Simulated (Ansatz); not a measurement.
**Geometry relaxation, with input and output: MoSe₄ (part 3 of 3)**

MoSe₄ (10 atoms in the cell); DFT with r2SCAN, PAW plane waves, no spin polarisation (Ansatz 0.2.0); cutoff 500 eV, 4×4×3 k-mesh, Fermi–Dirac smearing of 0.0392 eV. The structure is a generated one, with these elements put on the sites of a known structure type; it need not be a known phase. It belongs to a series of runs on one base structure; here: semilocal partner.

## Output, continued
```
--- Relaxed structure (8 steps of the walk, 8 accepted, 0 SCFs on fresh bases) ---
  F+E_penalty+E_count = -53759.71469807 eV   max|allowed force component| = 1.135e-2 eV/Å
  atoms:
    - { symbol: Mo, position: [0.08497016776160193, 0.8300596644767966, 0.7499999999999999] }
    - { symbol: Mo, position: [0.9150298322383985, 0.16994033552320328, 0.24999999999999997] }
    - { symbol: Se, position: [0.3102945847489504, 0.876234912079323, 0.35065644543753244] }
    - { symbol: Se, position: [0.8134705031717269, 0.876234912079323, 0.14934355456246753] }
    - { symbol: Se, position: [0.6897054152510498, 0.12376508792067699, 0.6493435545624674] }
    - { symbol: Se, position: [0.1865294968282732, 0.12376508792067699, 0.8506564454375323] }
    - { symbol: Se, position: [0.4811306262781315, 0.5551398770551633, 0.7929088171822966] }
    - { symbol: Se, position: [0.9637294966667057, 0.5551398770551633, 0.7070911828177032] }
    - { symbol: Se, position: [0.5188693737218687, 0.4448601229448367, 0.20709118281770317] }
    - { symbol: Se, position: [0.03627050333329451, 0.4448601229448367, 0.2929088171822967] }
--- Löwdin populations: 10 sites ---
  site symbol       q [e]
     0     Mo     13.7631
     1     Mo     13.7631
     2     Se     16.0693
     3     Se     16.0693
     4     Se     16.0693
     5     Se     16.0693
     6     Se     15.9332
     7     Se     15.9332
     8     Se     15.9332
     9     Se     15.9332
  spilling = 0.002972 (of n_electrons = 156.000000)
--- Bader charges: 10 sites ---
  site symbol  charge [e]  shift [e]
     0     Mo      1.1318     0.0008
     1     Mo      1.1318     0.0008
     2     Se     -0.3861     0.0004
     3     Se     -0.3861     0.0004
     4     Se     -0.3861     0.0004
     5     Se     -0.3861     0.0004
     6     Se     -0.1798     0.0000
     7     Se     -0.1798     0.0000
     8     Se     -0.1798     0.0000
     9     Se     -0.1798     0.0000
  estimated error of the sums over rays = 5.8e-4 e
```

## Trajectory as extended XYZ (Å, eV, eV/Å), 8 frames, from step=1 to step=8
```
10
Lattice="5.8775 0.0000 0.0000 2.9388 -6.1613 0.0000 2.2695 0.0000 -6.0252" Properties=species:S:1:pos:R:3:forces:R:3 step=1 energy=-53756.53915
Mo    4.6409   -5.3922   -4.5189    0.0000   0.5769   0.0000
Mo    6.4449   -0.7691   -1.5063    0.0000  -0.5769   0.0000
Se    5.2787   -5.0696   -1.9403   -1.9621  -2.2473  -1.6467
Se    7.6111   -5.0696   -1.0723    1.9621  -2.2473   1.6467
Se    5.8071   -1.0917   -4.0849    1.9621   2.2473   1.6467
Se    3.4747   -1.0917   -4.9529   -1.9621   2.2473  -1.6467
Se    6.3869   -3.4362   -4.8806   -2.0300  -2.4496   0.4910
Se    8.7724   -3.4362   -4.1571    2.0300  -2.4496  -0.4910
Se    4.6989   -2.7251   -1.1445    2.0300   2.4496  -0.4910
Se    2.3134   -2.7251   -1.8680   -2.0300   2.4496   0.4910
10
Lattice="5.8775 0.0000 0.0000 2.9388 -6.1613 0.0000 2.2695 0.0000 -6.0252" Properties=species:S:1:pos:R:3:forces:R:3 step=2 energy=-53759.38093
Mo    4.6409   -5.3482   -4.5189    0.0000   0.6899   0.0000
Mo    6.4449   -0.8131   -1.5063    0.0000  -0.6899   0.0000
Se    5.1946   -5.2203   -2.0304   -0.3067  -0.3977  -0.3978
Se    7.6952   -5.2203   -0.9822    0.3067  -0.3977   0.3978
Se    5.8912   -0.9409   -3.9947    0.3067   0.3977   0.3978
Se    3.3906   -0.9409   -5.0430   -0.3067   0.3977  -0.3978
Se    6.2939   -3.5488   -4.8594   -0.4288  -0.6247   0.3543
Se    8.8654   -3.5488   -4.1784    0.4288  -0.6247  -0.3543
Se    4.7919   -2.6125   -1.1658    0.4288   0.6247  -0.3543
Se    2.2204   -2.6125   -1.8468   -0.4288   0.6247   0.3543
10
Lattice="5.8775 0.0000 0.0000 2.9388 -6.1613 0.0000 2.2695 0.0000 -6.0252" Properties=species:S:1:pos:R:3:forces:R:3 step=3 energy=-53759.62030
Mo    4.6409   -5.2684   -4.5189    0.0000   0.5426   0.0000
Mo    6.4449   -0.8929   -1.5063    0.0000  -0.5426   0.0000
Se    5.1701   -5.3073   -2.0701    0.2389   0.1812   0.0595
Se    7.7198   -5.3073   -0.9425   -0.2389   0.1812  -0.0595
Se    5.9158   -0.8540   -3.9551   -0.2389  -0.1812  -0.0595
Se    3.3660   -0.8540   -5.0826    0.2389  -0.1812   0.0595
Se    6.2740   -3.5528   -4.8108    0.0763   0.0921   0.1857
Se    8.8853   -3.5528   -4.2270   -0.0763   0.0921  -0.1857
Se    4.8118   -2.6085   -1.2144   -0.0763  -0.0921  -0.1857
Se    2.2005   -2.6085   -1.7982    0.0763  -0.0921   0.1857
10
Lattice="5.8775 0.0000 0.0000 2.9388 -6.1613 0.0000 2.2695 0.0000 -6.0252" Properties=species:S:1:pos:R:3:forces:R:3 step=4 energy=-53759.65585
Mo    4.6409   -5.1164   -4.5189    0.0000   0.1358   0.0000
Mo    6.4449   -1.0449   -1.5063    0.0000  -0.1358   0.0000
Se    5.1800   -5.4336   -2.0817    0.1286   0.2903  -0.3053
Se    7.7098   -5.4336   -0.9308   -0.1286   0.2903   0.3053
Se    5.9058   -0.7277   -3.9434   -0.1286  -0.2903   0.3053
Se    3.3760   -0.7277   -5.0943    0.1286  -0.2903  -0.3053
Se    6.2695   -3.4202   -4.7365   -0.0645   0.0177  -0.1532
Se    8.8899   -3.4202   -4.3013    0.0645   0.0177   0.1532
Se    4.8163   -2.7411   -1.2887    0.0645  -0.0177   0.1532
Se    2.1960   -2.7411   -1.7239   -0.0645  -0.0177  -0.1532
10
Lattice="5.8775 0.0000 0.0000 2.9388 -6.1613 0.0000 2.2695 0.0000 -6.0252" Properties=species:S:1:pos:R:3:forces:R:3 step=5 energy=-53759.70635
Mo    4.6409   -5.1480   -4.5189    0.0000   0.1024   0.0000
Mo    6.4449   -1.0133   -1.5063    0.0000  -0.1024   0.0000
Se    5.1918   -5.3816   -2.1027   -0.0014   0.0303  -0.0044
Se    7.6981   -5.3816   -0.9099    0.0014   0.0303   0.0044
Se    5.8941   -0.7797   -3.9225    0.0014  -0.0303   0.0044
Se    3.3878   -0.7797   -5.1153   -0.0014  -0.0303  -0.0044
Se    6.2684   -3.4517   -4.7589   -0.0243   0.0222  -0.0858
Se    8.8909   -3.4517   -4.2788    0.0243   0.0222   0.0858
Se    4.8174   -2.7096   -1.2662    0.0243  -0.0222   0.0858
Se    2.1949   -2.7096   -1.7464   -0.0243  -0.0222  -0.0858
10
Lattice="5.8775 0.0000 0.0000 2.9388 -6.1613 0.0000 2.2695 0.0000 -6.0252" Properties=species:S:1:pos:R:3:forces:R:3 step=6 energy=-53759.70824
Mo    4.6409   -5.1108   -4.5189    0.0000  -0.1966   0.0000
Mo    6.4449   -1.0505   -1.5063    0.0000   0.1966   0.0000
Se    5.1872   -5.3843   -2.1045    0.0008  -0.0174  -0.0014
Se    7.7026   -5.3843   -0.9080   -0.0008  -0.0174   0.0014
Se    5.8986   -0.7770   -3.9206   -0.0008   0.0174   0.0014
Se    3.3832   -0.7770   -5.1171    0.0008   0.0174  -0.0014
Se    6.2698   -3.4420   -4.7740   -0.0345   0.0861  -0.0264
Se    8.8895   -3.4420   -4.2638    0.0345   0.0861   0.0264
Se    4.8160   -2.7193   -1.2512    0.0345  -0.0861   0.0264
Se    2.1963   -2.7193   -1.7614   -0.0345  -0.0861  -0.0264
10
Lattice="5.8775 0.0000 0.0000 2.9388 -6.1613 0.0000 2.2695 0.0000 -6.0252" Properties=species:S:1:pos:R:3:forces:R:3 step=7 energy=-53759.71301
Mo    4.6409   -5.1245   -4.5189    0.0000  -0.0100   0.0000
Mo    6.4449   -1.0368   -1.5063    0.0000   0.0100   0.0000
Se    5.1901   -5.3851   -2.1045    0.0006  -0.0114  -0.0157
Se    7.6997   -5.3851   -0.9080   -0.0006  -0.0114   0.0157
Se    5.8957   -0.7762   -3.9206   -0.0006   0.0114   0.0157
Se    3.3861   -0.7762   -5.1171    0.0006   0.0114  -0.0157
Se    6.2648   -3.4360   -4.7755   -0.0309   0.0088  -0.0089
Se    8.8945   -3.4360   -4.2622    0.0309   0.0088   0.0089
Se    4.8210   -2.7253   -1.2497    0.0309  -0.0088   0.0089
Se    2.1913   -2.7253   -1.7629   -0.0309  -0.0088  -0.0089
10
Lattice="5.8775 0.0000 0.0000 2.9388 -6.1613 0.0000 2.2695 0.0000 -6.0252" Properties=species:S:1:pos:R:3:forces:R:3 step=8 energy=-53759.71470
Mo    4.6409   -5.1142   -4.5189    0.0000   0.0008   0.0000
Mo    6.4449   -1.0471   -1.5063    0.0000  -0.0008   0.0000
Se    5.1946   -5.3987   -2.1128    0.0010  -0.0060  -0.0114
Se    7.6952   -5.3987   -0.8998   -0.0010  -0.0060   0.0114
Se    5.8912   -0.7626   -3.9124   -0.0010   0.0060   0.0114
Se    3.3906   -0.7626   -5.1253    0.0010   0.0060  -0.0114
Se    6.2588   -3.4204   -4.7774   -0.0024   0.0045   0.0014
Se    8.9005   -3.4204   -4.2603    0.0024   0.0045  -0.0014
Se    4.8270   -2.7409   -1.2478    0.0024  -0.0045  -0.0014
Se    2.1853   -2.7409   -1.7648   -0.0024  -0.0045   0.0014
```

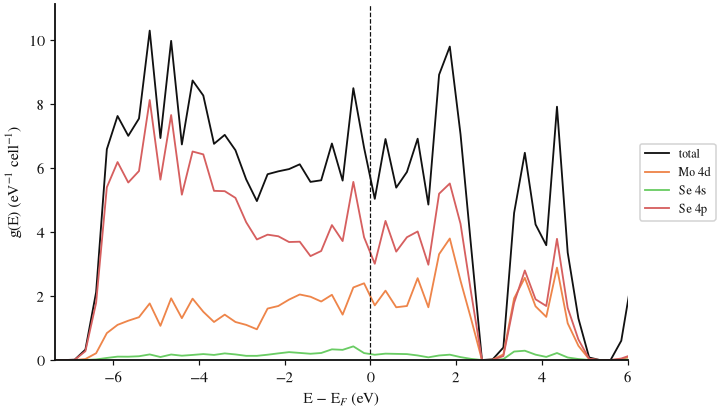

**Figure 1.** Density of states (projected on Löwdin-orthogonalised atomic shells), with energies from the Fermi level. There are states at the Fermi level: a metal at this level of theory.

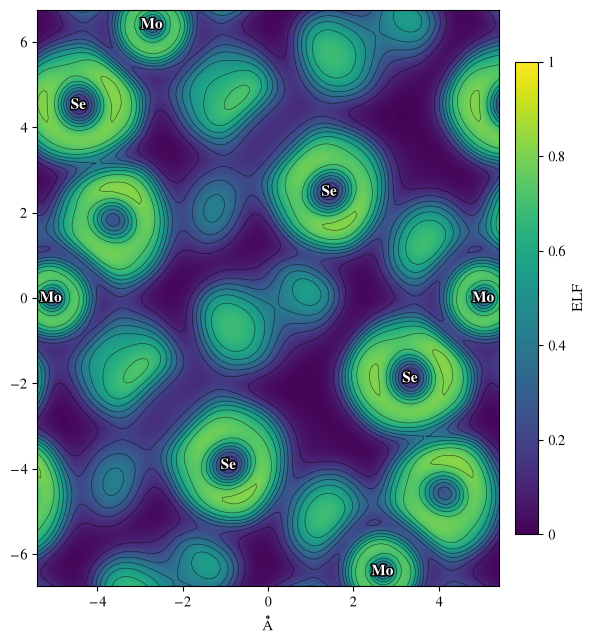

**Figure 2.** Electron localisation function on the (111) plane of the conventional cell. The plane passes through Mo and Se nuclei. Mo–Se (2.55 Å): the ELF is about 0.40 at the midpoint. The strong features right at Mo lie inside the PAW spheres (semicore, d or f shells) and say nothing about bonding. In a PAW calculation such maps are meaningful between the atoms, not at the nuclei.

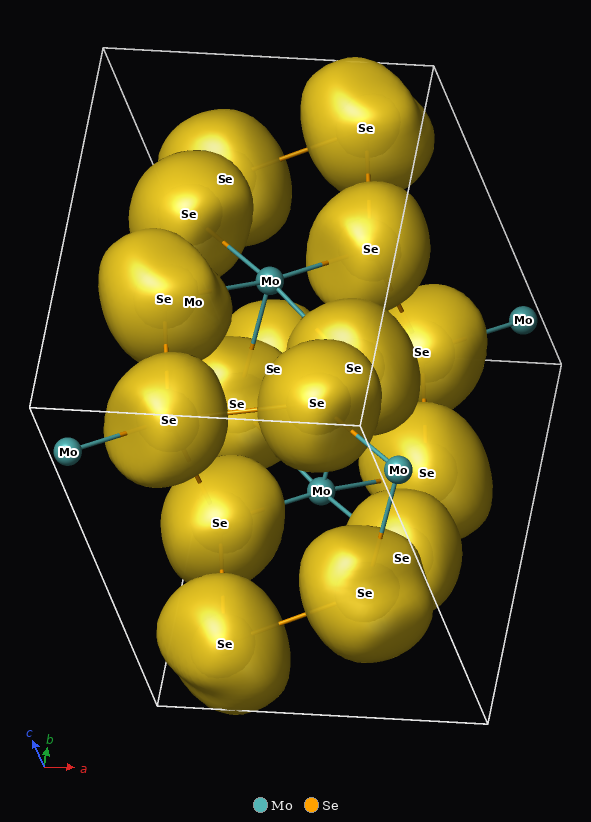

**Figure 3.** Isosurface of the electron localisation function at 0.65 (yellow), seen at an oblique angle. Only the valence region is drawn (cores and ρ < 0.01 e/Å³ removed). Sticks mark near contacts. The outline is the cell set on symmetry axes. Values along the shortest contacts: Mo–Se (2.36 Å): the ELF is about 0.40 at the midpoint. Se–Se (2.69 Å): the ELF peaks at about 0.80 between the atoms.

This output came from the following input.

## Input
```yaml
crystal:
  lattice:
    - [5.877542, 0.0, 0.0]
    - [2.938771, -6.161297, 0.0]
    - [2.269508, 0.0, -6.025161]
  atoms:
    - { symbol: Mo, position: [0.06241, 0.87518, 0.75] }
    - { symbol: Mo, position: [0.93759, 0.12482, 0.25] }
    - { symbol: Se, position: [0.36236, 0.82282, 0.32203] }
    - { symbol: Se, position: [0.81482, 0.82282, 0.17797] }
    - { symbol: Se, position: [0.63764, 0.17718, 0.67797] }
    - { symbol: Se, position: [0.18518, 0.17718, 0.82203] }
    - { symbol: Se, position: [0.49503, 0.5577, 0.81004] }
    - { symbol: Se, position: [0.94727, 0.5577, 0.68996] }
    - { symbol: Se, position: [0.50497, 0.4423, 0.18996] }
    - { symbol: Se, position: [0.05273, 0.4423, 0.31004] }
  symmetry: { tolerance: 0.0003 }
kpoints:
  mp_grid: { grid: [4, 4, 3], shift: [0, 0, 0] }
magnetization:
  spin_polarized: false
scf:
  occupations: { method: fermi_dirac, width: 0.0392 }
  lower_state_search: "off"
hamiltonian:
  pseudopotentials: { kind: paw }
  xc: r2scan
basis:
  ecutwfc: 500
  fft_grid_basis: typed
relax:
  max_steps: 60
  f_tol: 0.03
output:
  forces: true
  stress: true
  eigenvalues: true
  bader: true
  populations: true
  elf: true
  write_potential: true
  volumetric_format: npy
  dos:
    e_range: [-12, 8]
    de: 0.05
    projected: { site_lists: { Mo: [Mo], Se: [Se] } }
  write_density: true
checkpoint:
  read: saved_state
```

Launch command:
```bash
ansatz run input.yaml --threads 2 --pin off --max-ram 3584MiB --backend cpu --events-out ev --progress --plain --runs-dir out
```

## Results in brief

```csv
quantity,value
outcome,converged
space group (tolerance 0.01 Å),C2/c (15)
electrons treated,156
free energy,−53759.7147 eV
Fermi energy,10.632 eV
pressure,7.43 GPa
final volume,218.19 Å³
electronic character,metal
largest force (length of the vector) at the end,0.013 eV/Å
final cell,"a = 5.878 Å, b = 6.826 Å, c = 6.438 Å, α = 81.27°, β = 69.36°, γ = 64.50°"
hardware,"2 threads of Arm Neoverse V1, 24 GiB of memory available, shared host"
wall time,4.9 min (CPU time 9.8 min)
peak memory,1.3 GiB
```

## Notes

The program warns: the SCF threshold is looser than advised for the printed stress. The cell is under a pressure of 7.4 GPa at this level, so it is not at its equilibrium volume.
